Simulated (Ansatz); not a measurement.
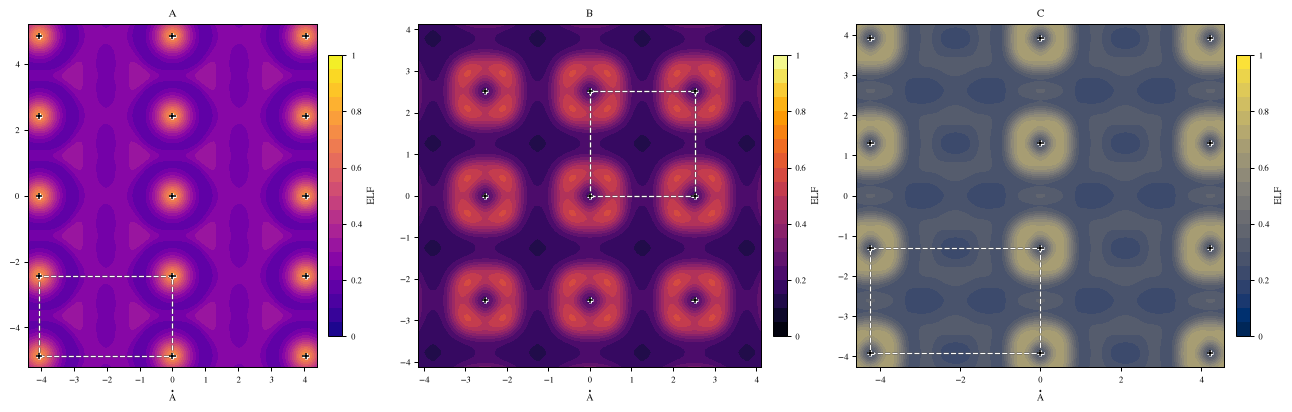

The ELF of 3 systems, each on a plane through atoms (crosses mark nuclei in the plane).

Level of theory: Ansatz 0.2.0, DFT, r2SCAN, plane waves (500 eV) with PAW, scalar-relativistic.

System 1: Ni, the (010) plane of the conventional cell. Space group P6/mmm; set up as Ni, omega (AlB2-type); a generated structure, not necessarily the stable one; changed on purpose from its base cell (volume × 1.08); computed pressure about −14 GPa in this cell; computed without spin polarisation.

System 2: Pd, the (001) plane of the conventional cell. Space group Pm-3m; set up as Pd, simple cubic; a generated structure, not necessarily the stable one; changed on purpose from its base cell (volume × 0.92); computed pressure about 14 GPa in this cell.

```
CELL_PARAMETERS angstrom
2.51766 0.00000 0.00000
0.00000 2.51766 0.00000
0.00000 0.00000 2.51766
ATOMIC_POSITIONS crystal
Pd 0.00000 0.00000 0.00000
```

System 3: Ir, the (100) plane of the conventional cell. Space group P6/mmm; set up as Ir, omega (AlB2-type); a generated structure, not necessarily the stable one; changed on purpose from its base cell (volume × 0.92); computed pressure about 36 GPa in this cell; computed without spin polarisation.

```
Ir
1.0
     4.22937    0.00000    0.00000
    -2.11468    3.66274    0.00000
     0.00000    0.00000    2.61208
Ir
3
Direct
  0.00000 0.00000 0.00000
  0.33333 0.66667 0.50000
  0.66667 0.33333 0.50000
```

**Match each panel to its system.**

Panel A is system 1, Ni: the plane holds Ni. Ni–Ni (2.43 Å): the ELF is about 0.25 at the midpoint (no localised pair shows between them). Panel B is system 2, Pd: the plane holds Pd. Pd–Pd (2.52 Å): the ELF is about 0.20 at the midpoint (no localised pair shows between them). Panel C is system 3, Ir: the plane holds Ir. Ir–Ir (2.61 Å): the ELF is about 0.35 at the midpoint.
